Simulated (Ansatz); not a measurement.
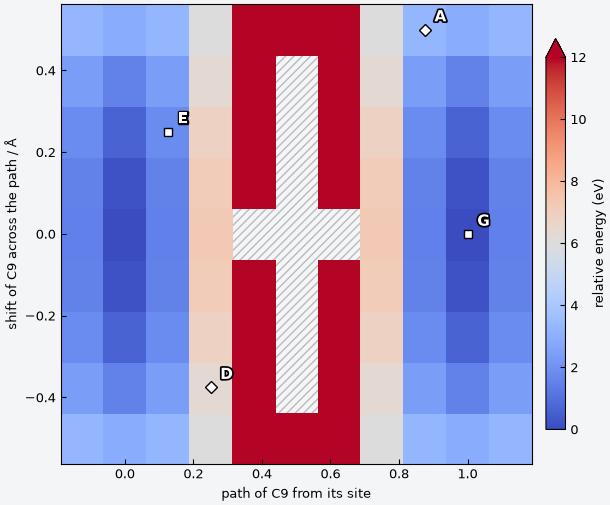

SiC (F-43m phase) with one C vacancy (15 atoms in the cell, cell charge +4). An atom moved over a plane that holds its own site and a neighbouring vacancy (x, y and z along the cube axes). First axis: path of C9 from its site (0) to the vacancy (1), 3.081 Å. Second axis: shift of C9 across the path, along the Cartesian direction [1 0 −1]. Nothing is relaxed (all other atoms held at the sites of the perfect crystal). The scan uses an 11 × 9 grid; 20 points were computed and 70 follow by symmetry. At 9 points there is no value (left out of the scan, as a rule where atoms come close). Points are written as (first, second). Energies: eV per cell, counted from the lowest grid point. The cell is charged on a uniform background, without a charge correction. Theory: DFT PBEsol, scalar-relativistic, plane waves, PAW in Ansatz. Settings: cutoff 420 eV, k-mesh 6×6×6, gaussian smearing 0.05 eV, no spin polarisation.

Drawn: one coloured cell a grid point, one colour for all values above the top of the scale, hatched blanks where no value was computed, lettered points.

Rank the lettered points by energy, lowest first.

Answer. G (0.0 eV), E (1.8 eV), A (3.3 eV), D (6.4 eV).

What kind of point is each of D, G: minimum, saddle, maximum or slope?

Answer. D: on a slope; G: minimum. (In these two coordinates alone; a stationary point may lie a little off the grid point.)

PAW datasets: the set soft_1.
